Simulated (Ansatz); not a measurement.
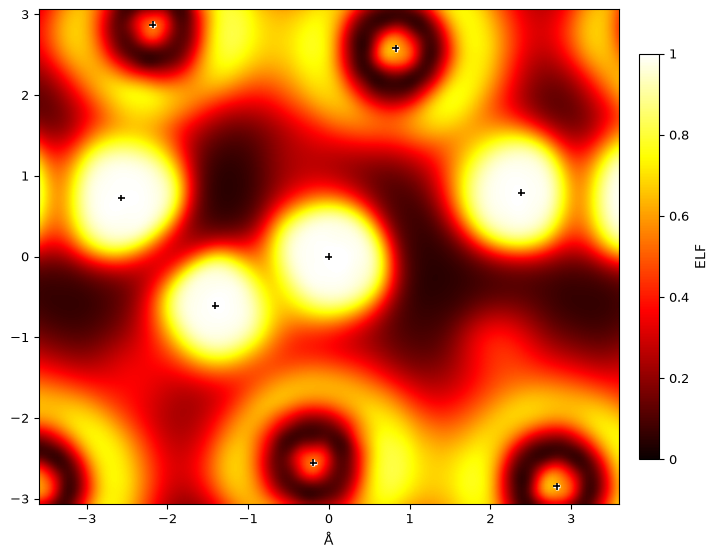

The ELF on a plane through atoms (crosses mark nuclei in the plane).

Method: DFT, PAW plane waves, PBE (Ansatz).

Candidates:
A. ZnCu$_{2}$SnSe$_{4}$, a = 5.53 Å, b = 5.54 Å, c = 6.77 Å, α = 65.87°, β = 65.93°, γ = 89.97°. Space group P1; a generated structure, not necessarily the stable one; not relaxed (largest force 1.8 eV/Å); computed pressure about 10 GPa in this cell; computed without spin polarisation.
B. AlH$_{3}$ (amorphous cell), a = 4.86 Å, b = 4.09 Å, c = 3.90 Å, α = 92.83°, β = 95.02°, γ = 103.65°. Not relaxed (largest force 1.2 eV/Å); computed pressure about −13 GPa in this cell.
C. Ca, a = 3.79 Å, b = 6.76 Å, c = 7.19 Å, α = 100.17°, β = 102.75°, γ = 95.21°. Space group P1; a generated structure, not necessarily the stable one; not relaxed (largest force 1.6 eV/Å).

Which system is this?

Answer. Candidate B: AlH$_{3}$ on the (111) plane of the calculation cell, which holds Al and H. H–H (1.53 Å): the ELF is about 0.70 at the midpoint. Al–H (2.21 Å): the ELF climbs to about 1 towards the hydrogen.
